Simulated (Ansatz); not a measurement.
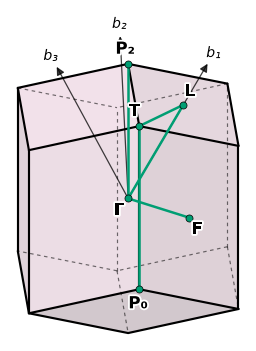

For S, the input geometry of an electronic-structure calculation (not necessarily at equilibrium): the figure shows the first Brillouin zone with its special points and a band path. All values are computed from the atomic coordinates in the standard setting (tolerance 0.002 Å).

Labels and path follow the convention of Hinuma et al. (2017), as computed by seekpath; the arrows show the directions of the reciprocal primitive vectors b₁, b₂, b₃.

Name the Bravais lattice of the crystal.

A rhombohedral lattice (hR; extended symbol hR2). The zone is a rhombic dodecahedron in its combinatorial type: 12 faces (12 with 4 edges), 24 edges, 14 vertices.

In which order does the conventional band path visit the special points?

Γ–L–T–P₀ | P₂–Γ–F
